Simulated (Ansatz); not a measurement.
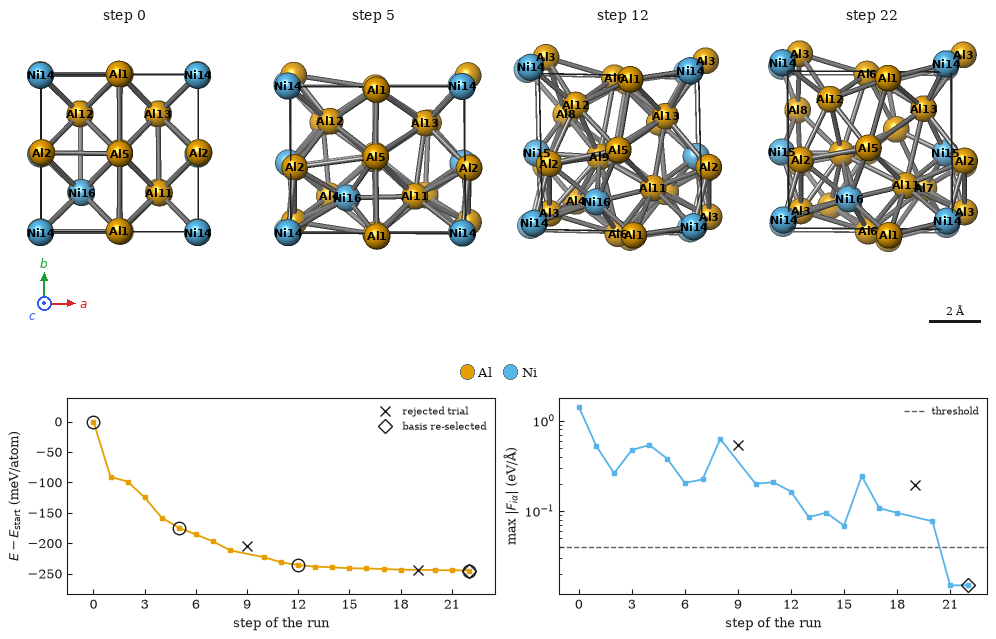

Frames of a relaxation of crystalline Al₁₃Ni₃ (a generated structure, set up in P1) (coarse preliminary run), marked on the history of the run. A ball-and-stick model of the cell of the calculation, seen along the c axis.

Case: elements placed on the bcc lattice at random.

Computed with DFT PBE, scalar-relativistic, plane waves, PAW (Ansatz). Settings: plane-wave cutoff 420 eV; k-point mesh 2 × 2 × 2; occupations gaussian; smearing width 0.1 eV; mesh shifted by (0.5, 0.5, 0.5); collinear spin; cell and atoms relaxed; force threshold 0.04 eV/Å; at most 50 steps.

Question: Describe the path.

Answer: The energy falls by 245 meV per atom in 19 accepted moves (22 points after the start). The largest force component goes from 1.4 to 0.015 eV/Å. Pressure: −2.20 GPa at the start and 0.03 GPa at the end. The line search rejected the trial steps at points 9, 19 of the run. The SCF was repeated once at an unchanged geometry on a basis and grid sized afresh for the cell, which shifted the energy by 0.4 meV per atom at most. The atom that moves furthest relative to the cell is an Al atom (1.23 Å roughly along −a). By element the largest moves are Al 1.23 Å, Ni 0.89 Å. The drawn cell changes as follows: a 6.276 → 6.538 Å (+4.2 %), b 6.276 → 6.280 Å (+0.1 %), c unchanged at 6.276 Å, α 90.0° → 87.5°, β 90.0° → 89.5°, γ 90.0° → 90.8°; the volume changes by +4.1 %. Among the contacts that change: Al–Al 4.477 → 2.827 Å, Al–Al 4.401 → 2.830 Å, Al–Al 4.452 → 2.881 Å, Al–Al 2.700 → 4.247 Å. New bonds form: Al–Ni (3.11 → 2.37 Å), Al–Ni (3.12 → 2.42 Å), Al–Ni (3.14 → 2.42 Å), Al–Ni (3.14 → 2.46 Å). Bonds break: Ni–Ni (2.75 → 3.78 Å). Bond angles that change, for instance: Al–Al–Ni 178.4° → 115.5°, Al–Al–Al 178.9° → 126.4°, Al–Al–Al 179.6° → 127.2°. The space group stays P1 (No. 1). The program noted that the starting moments weren't kept. From step 0 to 5: an Al atom moves most (0.58 Å), volume −3.3 %, energy −174 meV per atom. From step 5 to 12: an Al atom moves most (0.70 Å), volume +3.7 %, energy −61.4 meV per atom. From step 12 to 22: an Al atom moves most (0.85 Å), volume +3.8 %, energy −8.9 meV per atom.

| step | E − E(0), meV/atom | largest force component, eV/Å | pressure, GPa | volume, Å³/atom | note |
| --- | --- | --- | --- | --- | --- |
| 0 | 0.00 | 1.4306 | -2.20 | 15.450 |  |
| 1 | -90.95 | 0.5216 | 1.10 | 15.011 |  |
| 2 | -98.49 | 0.2609 | -0.09 | 15.205 |  |
| 3 | -124.69 | 0.4728 | -0.46 | 15.128 |  |
| 4 | -157.94 | 0.5378 | 0.68 | 14.944 |  |
| 5 | -174.42 | 0.3797 | 0.38 | 14.947 |  |
| 6 | -185.44 | 0.2037 | 0.31 | 14.981 |  |
| 7 | -196.73 | 0.2234 | 0.27 | 15.074 |  |
| 8 | -211.58 | 0.6276 | 0.60 | 15.219 |  |
| 9 | -204.62 | 0.5436 | 0.53 | 15.482 | rejected |
| 10 | -222.89 | 0.1997 | -0.18 | 15.330 |  |
| 11 | -231.35 | 0.2077 | -0.06 | 15.433 |  |
| 12 | -235.84 | 0.1639 | 0.45 | 15.493 |  |
| 13 | -238.37 | 0.0855 | -0.07 | 15.665 |  |
| 14 | -239.50 | 0.0953 | -0.07 | 15.729 |  |
| 15 | -240.96 | 0.0686 | -0.10 | 15.836 |  |
| 16 | -241.38 | 0.2432 | 0.08 | 15.910 |  |
| 17 | -242.19 | 0.1069 | 0.12 | 15.895 |  |
| 18 | -243.36 | 0.0952 | 0.16 | 15.986 |  |
| 19 | -243.24 | 0.1943 | -0.03 | 16.127 | rejected |
| 20 | -244.05 | 0.0766 | -0.09 | 16.089 |  |
| 21 | -244.32 | 0.0149 | -0.01 | 16.088 |  |
| 22 | -244.71 | 0.0150 | 0.03 | 16.088 | same geometry, new basis |

Limits of the set-up: the k-point mesh is coarse for a cell with partly filled bands.
